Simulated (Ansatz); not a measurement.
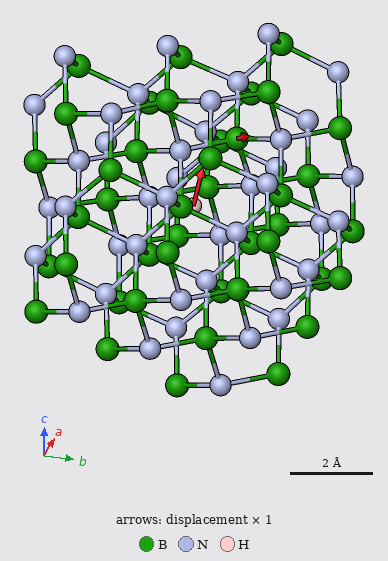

A relaxation of a defect cell of composition B48N48H (cell charge +1). The starting structure is drawn; red arrows show the displacements, at their true length.

Style: ball-and-stick. Shown: the atoms within 5.0 Å of the atom that moves most (axes of the cell of the calculation (origin shifted)), from a free direction.

All numbers below come from DFT, PBEsol, PAW, plane waves (Ansatz). (plane-wave cutoff 420 eV; k-point mesh 1 × 1 × 1; mesh shifted by (0.25, 0.25, 0.25); no spin polarisation; atoms relaxed in a fixed cell; force threshold 0.03 eV/Å; at most 80 steps)

### What happened in the run?

The atom that moves furthest is the H atom (1.02 Å along [1 0 1]). By element the largest moves are H 1.02 Å, B 0.37 Å, N 0.20 Å. The cell stays as it was. Some distances before and after: H–N 1.633 → 1.033 Å, B–N 1.538 → 2.107 Å, B–H 1.972 → 1.410 Å, B–N 1.578 → 1.468 Å. New bonds form: B–H (1.97 → 1.41 Å), H–N (1.63 → 1.03 Å). Bonds break: B–N (1.54 → 2.11 Å). Among the angles between lasting bonds that change: B–N–B 110.9° → 97.5°, B–N–B 107.5° → 119.3°, B–N–B 108.6° → 97.2°. The energy falls by 3.370 eV per cell of the calculation in 12 accepted moves (13 points after the start). Largest force component: 2.2 eV/Å at the start, 0.013 eV/Å at the end. The line search rejected the trial step at point 11 of the run.

Limits of the set-up: the periodic images lie only 7.6 Å apart, so the values are limited by the cell's size; the cell is charged, on a uniform background, and energies carry no finite-size correction.
